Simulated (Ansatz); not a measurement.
Read the following structure.

```yaml
crystal:
  lattice:
    - [5.00412, 0.00000, 0.00000]
    - [-2.50206, 4.33370, 0.00000]
    - [0.00000, 0.00000, 4.02634]
  atoms:
    - { symbol: Al, position: [0.66667, 0.33333, 0.25000] }
    - { symbol: Al, position: [0.33333, 0.66667, 0.75000] }
    - { symbol: Ni, position: [0.32870, 0.16435, 0.75000] }
    - { symbol: Ni, position: [0.83565, 0.16435, 0.75000] }
    - { symbol: Ni, position: [0.83565, 0.67130, 0.75000] }
    - { symbol: Ni, position: [0.67130, 0.83565, 0.25000] }
    - { symbol: Ni, position: [0.16435, 0.83565, 0.25000] }
    - { symbol: Ni, position: [0.16435, 0.32870, 0.25000] }
```

What crystal do these data define?

Answer. This is AlNi₃. It belongs to space group P6_3/mmc (No. 194) and has a primitive hexagonal lattice. There are 8 atoms in the cell: 2 Al, 6 Ni. The Al atoms are each bonded to twelve Ni in an anticuboctahedral arrangement at 2.49 to 2.50 Å. Around each Ni lie eight Ni and four Al in an anticuboctahedral arrangement (2.47 to 2.54 Å to Ni, 2.49 to 2.50 Å to Al). The bonds build a three-dimensional framework.

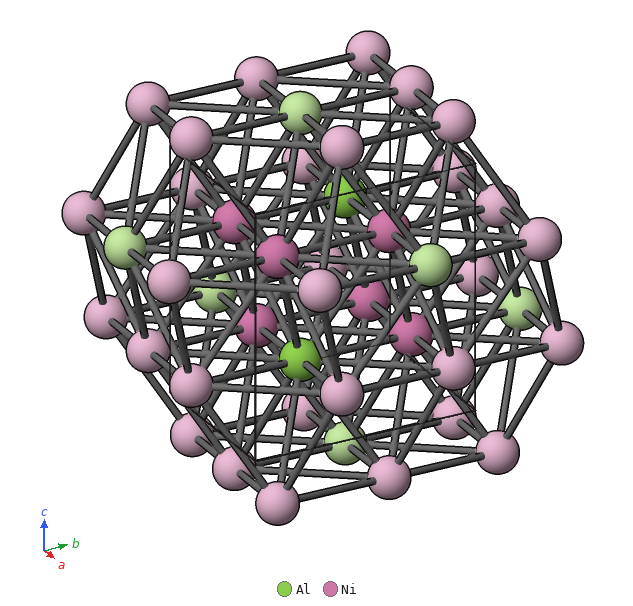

A ball-and-stick rendering, viewed slightly off an axis. One conventional unit cell is framed, with atoms on its boundary repeated. Outside the box, the atoms bonded to those within are drawn, in fainter colours. Colours: aluminium green, nickel pink.

The structure was taken from a structure listed in the Materials Project. Earlier steps of the study, as a rule a relaxation of our own, may have changed the cell and positions, so they can lie some per cent off the listed ones. Ansatz was used for an electronic-structure calculation on it.
